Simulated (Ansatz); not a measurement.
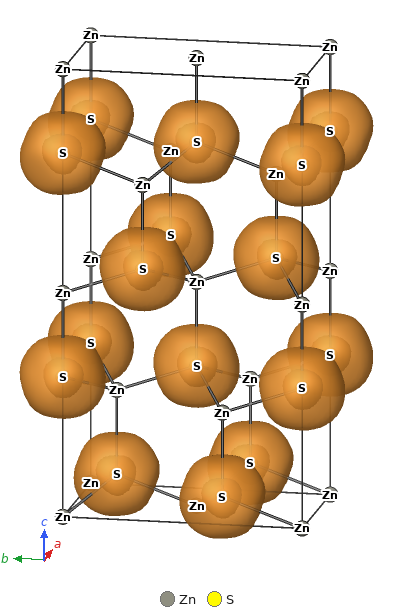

ZnS. Isosurface of the ELF at 0.7 (orange), seen at an oblique angle. Core shells and regions of very low density are left out. Sticks mark near contacts.

Space group Cmc2₁; changed on purpose from its base cell (strain +0.0100 x Voigt [1, 0, 0, 0, 0, 0], atoms carried along).

Level of theory: DFT PBE, scalar-relativistic, plane waves, PAW in Ansatz.

In a PAW calculation such maps are meaningful between the atoms, not at the nuclei.

```yaml
crystal:
  lattice:
    - [3.88519, 0.00000, 0.00000]
    - [0.00000, -6.66272, 0.00000]
    - [0.00000, 0.00000, -12.59023]
  atoms:
    - { symbol: Zn, position: [0.50000, 0.50000, 0.99995] }
    - { symbol: Zn, position: [0.00000, 0.00000, 0.99995] }
    - { symbol: Zn, position: [0.50000, 0.50000, 0.49995] }
    - { symbol: Zn, position: [0.00000, 0.00000, 0.49995] }
    - { symbol: Zn, position: [0.00000, 0.66667, 0.74998] }
    - { symbol: Zn, position: [0.50000, 0.16667, 0.74998] }
    - { symbol: Zn, position: [0.50000, 0.83333, 0.24998] }
    - { symbol: Zn, position: [0.00000, 0.33333, 0.24998] }
    - { symbol: S, position: [0.50000, 0.50000, 0.81271] }
    - { symbol: S, position: [0.00000, 0.00000, 0.81271] }
    - { symbol: S, position: [0.50000, 0.50000, 0.31271] }
    - { symbol: S, position: [0.00000, 0.00000, 0.31271] }
    - { symbol: S, position: [0.00000, 0.66667, 0.56236] }
    - { symbol: S, position: [0.50000, 0.16667, 0.56236] }
    - { symbol: S, position: [0.50000, 0.83333, 0.06236] }
    - { symbol: S, position: [0.00000, 0.33333, 0.06236] }
```

### Identify the bonds, lone pairs and shells in this picture.

At this value the surface marks out eight regions wrapped around S (the valence shell of each), counted in one cell of 16 atoms. Any copies at cell faces, edges or corners count once. Profiles from the grid: Zn–S (2.36 Å): the ELF peaks at about 0.90 in the valence shell of S, 0.8 Å from its nucleus, and is about 0.55 at the midpoint.

### Metal or insulator at this level of theory?

It is gapped, with a Kohn–Sham gap of 2.0 eV on the k-point mesh, an upper bound to the gap of this method.
